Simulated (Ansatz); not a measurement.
# Single-point calculation, with input and output: Fe$_{3}$Co$_{3}$H (part 2 of 2)

The same run, continued: Fe$_{3}$Co$_{3}$H (slab, 7 atoms in the cell); DFT PBEsol, scalar-relativistic, plane waves, PAW, spin-polarised (Ansatz 0.2.0); cutoff 420 eV, 10×10×1 k-mesh, Gaussian smearing of 0.1 eV, collinear spins. The structure derives from an entry of the Crystallography Open Database. It belongs to a series of runs on one base structure; here: H lifted by +0.30 A from its best place.

Geometry of the input (Å; fractional positions):
```
2.8004  0.0000  0.0000
0.0000  2.8004  0.0000
0.0000  0.0000  26.0010
Fe 0.5000  0.5000  0.3269
Co 0.0000  0.0000  0.3808
Fe 0.5000  0.5000  0.4346
Co 0.0000  0.0000  0.4875
Fe 0.5000  0.5000  0.5438
Co 0.0000  0.0000  0.5915
H  0.3333  0.3333  0.6329
```

Output, continued
```
--- Per-component energies (eV) ---
  E_band       = -2918.455126
  E_kinetic    = 2417.823146
  E_local      = -245100.287593  (includes V_loc(G=0)·N_el)
  E_nonlocal   = 2040.047139
  E_hartree    = 120581.602565
  E_xc         = -828.146719
  E_vxc        = -1072.262137  (∫ρ·V_xc dr)
  E_paw        = -8460.137197  (= ΣΔE_a)
  E_vpaw       = -2365.011500  (= ΣTr[D̂ρ^β])
  E_aug_tail   = 0.001925  (compensation charges beyond the density's cutoff)
  E_efield     = 0.001166  (sawtooth field / dipole correction)
  E_vefield    = -1.960523  (∫n·V_field dr)
  E_ewald      = 100709.423281
  E_core_change = 1.102863  (= ΣΔE_core)
  E_smearing   = -0.023636  (= −TS)
  E_closure    = 0.000000  (closes the sum)
  Σ components = -28638.593060   (vs F -28638.593060, Δ=0.00e0)
--- Forces (eV/Å), atoms counted from 1 ---
  atom   1  Fe     0.00090183     0.00090183     0.32033620
  atom   2  Co    -0.00172609    -0.00172609    -0.43187365
  atom   3  Fe    -0.00512282    -0.00512282     0.13683958
  atom   4  Co    -0.01886387    -0.01886387     0.12123772
  atom   5  Fe    -0.13004356    -0.13004356    -0.26479562
  atom   6  Co     0.25164296     0.25164296     1.14134867
  atom   7  H     -0.09679460    -0.09679460    -1.02307173
  max |Σ_I F_I| component: 2.12e-5 eV/Å
--- Stress (GPa, compression-positive) ---
       -2.744952       0.398313       0.103690
        0.398313      -2.744952       0.103690
        0.103690       0.103690      -1.176369
  P = ⅓ Tr σ = -2.2221 GPa (-22.221 kbar)
--- Band table (eV; the first three rows and the last of 62) ---
  k-point 0 ↑: bands = ["-92.9053", "-92.8120", "-92.3225", "-85.3601", "-85.3347", "-85.2349", "-56.3113", "-56.3106", "-56.2462", "-56.2140", "-56.1893", "-56.1783", "-55.7703", "-55.7234", "-55.6788", "-51.6464", "-51.5250", "-51.5018", "-51.4943", "-51.4465", "-51.4171", "-51.4117", "-51.3544", "-51.3481", "-5.7903", "-4.7076", "-3.2381", "-2.2007", "-2.1657", "-2.0952", "-1.6779", "-1.6397", "-0.8720", "0.1437", "0.1453", "0.1584", "0.2356", "0.2962", "0.3074", "0.3498", "0.5635", "0.5721", "0.6040", "0.9119", "1.0120", "1.0574", "1.0994", "1.1023", "1.3657", "1.4966", "1.7186", "1.7507", "1.7717", "2.0375", "2.2486", "2.3320", "2.3525", "2.6708", "3.6186", "5.8369", "7.2138", "8.0925", "8.2619", "9.4634", "9.5669", "10.9960", "11.8711", "12.8553", "13.1793", "13.6216"]
  k-point 1 ↑: bands = ["-92.9050", "-92.8116", "-92.3221", "-85.3595", "-85.3342", "-85.2343", "-56.3156", "-56.3104", "-56.2461", "-56.2135", "-56.1920", "-56.1798", "-55.7702", "-55.7255", "-55.6807", "-51.6456", "-51.5241", "-51.5065", "-51.4961", "-51.4458", "-51.4220", "-51.4130", "-51.3591", "-51.3499", "-5.5839", "-4.5206", "-3.1051", "-2.1241", "-2.0739", "-2.0223", "-1.6321", "-1.5393", "-0.8573", "-0.0434", "0.0304", "0.0406", "0.1182", "0.2928", "0.3575", "0.3689", "0.4315", "0.6836", "0.7494", "0.8347", "0.9828", "1.0611", "1.1736", "1.3391", "1.3962", "1.4658", "1.5020", "1.7083", "1.9802", "2.0632", "2.1662", "2.2320", "2.4351", "2.6611", "3.7626", "6.0364", "7.4096", "8.2864", "8.4526", "9.6529", "9.7693", "11.1106", "11.6662", "12.0946", "12.8111", "13.4979"]
  k-point 2 ↑: bands = ["-92.9039", "-92.8106", "-92.3210", "-85.3580", "-85.3327", "-85.2328", "-56.3279", "-56.3090", "-56.2460", "-56.2125", "-56.2022", "-56.1805", "-55.7698", "-55.7325", "-55.6842", "-51.6434", "-51.5239", "-51.5211", "-51.4962", "-51.4442", "-51.4388", "-51.4125", "-51.3757", "-51.3501", "-4.9864", "-3.9931", "-2.7807", "-1.9634", "-1.9184", "-1.8113", "-1.5478", "-1.2546", "-0.6476", "-0.2692", "-0.2127", "-0.1438", "0.0378", "0.1130", "0.2593", "0.2898", "0.4796", "0.6917", "0.7876", "0.9640", "1.0994", "1.1539", "1.2061", "1.2888", "1.4456", "1.5171", "1.5463", "1.5889", "1.9509", "2.0787", "2.1819", "2.2927", "2.5181", "2.7070", "4.1574", "6.5207", "7.9579", "8.7449", "8.8878", "9.2040", "9.8521", "10.2957", "10.7547", "11.6312", "12.3931", "12.7722"]
  k-point 30 ↓: bands = ["-90.7192", "-90.6884", "-90.4754", "-82.1616", "-82.1051", "-81.9846", "-54.2146", "-54.2139", "-54.1722", "-54.1648", "-54.1589", "-54.1403", "-54.0506", "-53.9241", "-53.8985", "-48.4592", "-48.4584", "-48.4114", "-48.4066", "-48.3924", "-48.3500", "-48.2800", "-48.2572", "-48.2552", "-0.9695", "-0.8692", "-0.5352", "0.0252", "0.1585", "0.5579", "0.5589", "0.7077", "0.7102", "0.9730", "1.0121", "1.1766", "1.2392", "1.2853", "1.9640", "2.1115", "2.8699", "3.6252", "3.7887", "3.7989", "3.8501", "3.8884", "3.9588", "4.0133", "4.1393", "4.3899", "4.6035", "4.6748", "4.7947", "4.8517", "4.8951", "4.9072", "6.0907", "7.2555", "7.8131", "9.6885", "9.9514", "11.0181", "11.3038", "11.3487", "11.5156", "11.7196", "12.3279", "12.3394", "12.4291", "12.5150"]
--- Löwdin populations: 7 sites ---
  site symbol       q [e]    m [muB]
     0     Fe     15.7376     3.1134
     1     Co     16.7894     1.7936
     2     Fe     15.7653     2.8073
     3     Co     16.7686     1.7353
     4     Fe     15.7378     2.7416
     5     Co     16.6364     1.5519
     6      H      1.2288    -0.0490
  spilling = 0.013361 (of n_electrons = 100.000000)
```

File populations.tsv
```
# site	symbol	l	j	q_up	q_dn
# orbitals = lowdin
# n_electrons = 100.000000
# spilling = 0.013361
0	Fe	0_3S	-	0.996503	0.996670
0	Fe	0_4S	-	0.539826	0.466945
0	Fe	1_3P	-	2.998690	2.997797
0	Fe	2_3D	-	4.890445	1.850691
1	Co	0_3S	-	0.993494	0.993239
1	Co	0_4S	-	0.479052	0.491162
1	Co	1_3P	-	2.999015	2.998082
1	Co	2_3D	-	4.819927	3.015389
2	Fe	0_3S	-	0.992994	0.993418
2	Fe	0_4S	-	0.481182	0.485170
2	Fe	1_3P	-	2.998621	2.998285
2	Fe	2_3D	-	4.813514	2.002104
3	Co	0_3S	-	0.993214	0.993232
3	Co	0_4S	-	0.464648	0.485610
3	Co	1_3P	-	2.998808	2.998057
3	Co	2_3D	-	4.795276	3.039783
4	Fe	0_3S	-	0.992255	0.992586
4	Fe	0_4S	-	0.466130	0.471455
4	Fe	1_3P	-	2.998167	2.997879
4	Fe	2_3D	-	4.783166	2.036180
5	Co	0_3S	-	0.993884	0.993947
5	Co	0_4S	-	0.391841	0.408462
5	Co	1_3P	-	2.998450	2.997833
5	Co	2_3D	-	4.709981	3.142001
6	H	0_1S	-	0.589884	0.638910
```

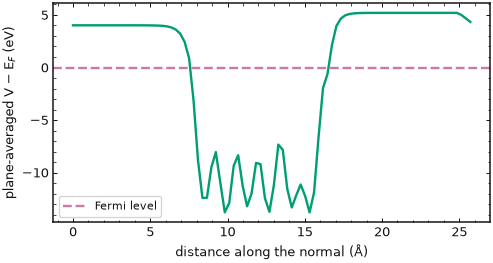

*Plane average of the electrostatic potential energy of an electron across the cell, from the Fermi level.*

The vacuum level lies 5.20 eV above the Fermi level on the upper side and 4.02 eV on the lower.

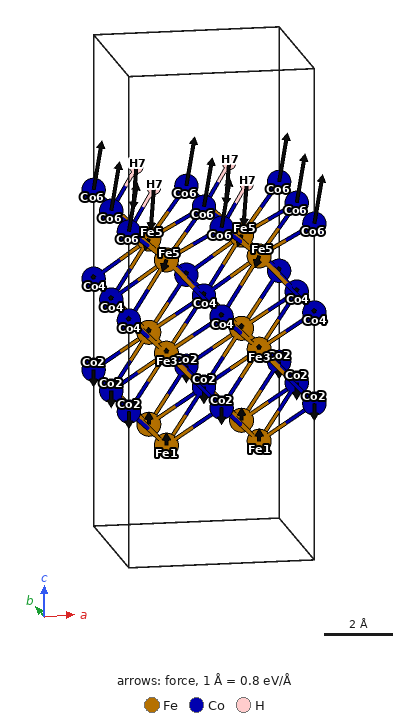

*Forces on the atoms as black arrows (ball-and-stick view of the 2 × 2 repeat of the cell, with the vacuum cut short, seen slightly off an axis; atoms are numbered from 1 in the order of the input).*

The largest act on Co6 (1.20 eV/Å); H7 (1.03 eV/Å); Co2 (0.43 eV/Å). The geometry is not a stationary point of this energy.

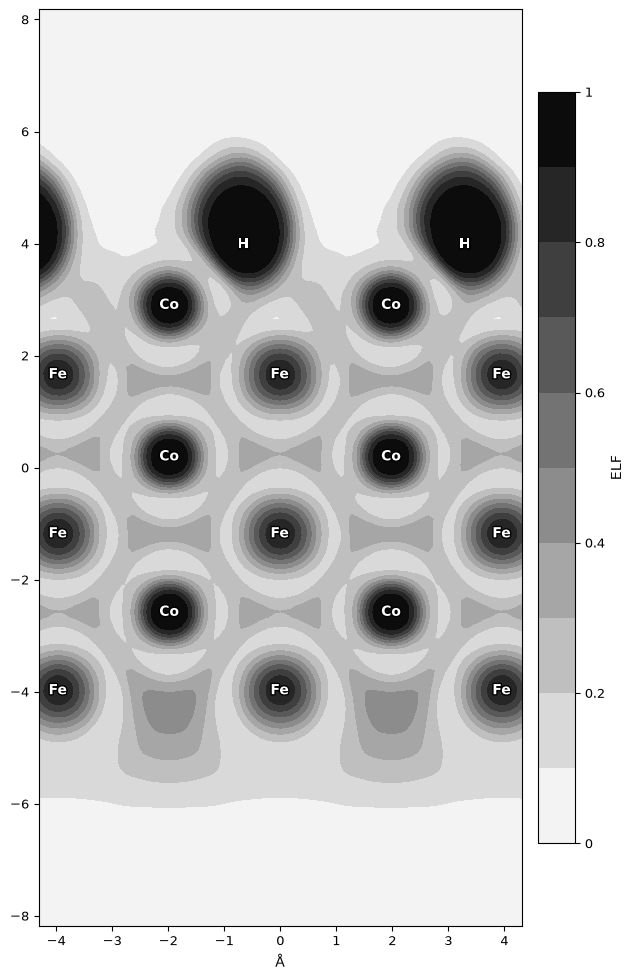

*ELF on the (11̄0) plane of the calculation cell, a cut from vacuum to vacuum.*

Co–H (1.70 Å): the ELF climbs to about 1 towards the hydrogen, as it does in any bond to H. Fe–Co (2.34 Å): the ELF is about 0.25 at the midpoint (no localised pair between them). Fe–Co (2.41 Å): the ELF is about 0.25 at the midpoint; no localised pair between them. Fe–Co (2.46 Å): the ELF is about 0.25 at the midpoint; no shared electron pair. The strong features right at Fe and Co lie inside the PAW spheres (semicore, d or f shells) and say nothing about bonding. Core electrons are frozen (PAW), so the fields are smoothed inside the atomic spheres.

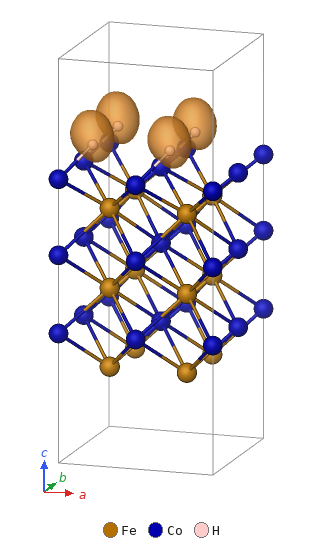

*Isosurface of the electron localisation function at 0.75 (orange), seen slightly off an axis. Core shells and regions of very low density are left out. Sticks mark near contacts.*

Profiles from the grid: Co–H (1.70 Å): the ELF climbs to about 1 towards the hydrogen. Fe–Co (2.34 Å): the ELF is about 0.25 at the midpoint; no localised pair between them.

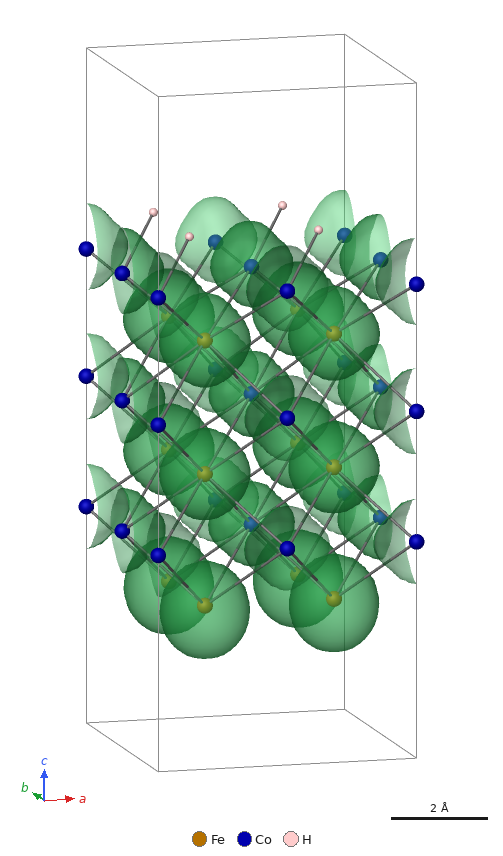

*Isosurface of the spin density (up minus down) at +0.1 e/Å³ (green), seen slightly off an axis. Sticks mark near contacts.*

The cell of the calculation (7 atoms) carries 13.4 μB net.

Results in brief

| quantity | value |
| --- | --- |
| outcome | converged |
| electrons treated | 100 |
| free energy | −28638.5931 eV |
| work function, top face | 5.20 eV |
| work function, bottom face | 4.02 eV |
| Fermi energy | 3.225 eV |
| gap on the k-point mesh | none (metallic) |
| net moment of the cell | 13.38 μB |
| integrated absolute moment | 14.03 μB |
| work function (upper face) | 5.20 eV |
| largest force (length of the vector) | 1.196 eV/Å |
| wall time | 50 s (CPU time 3.3 min) |
| peak memory | 1.1 GiB |

Warnings of the run: the exchange-correlation potential is rough where the density is thin.
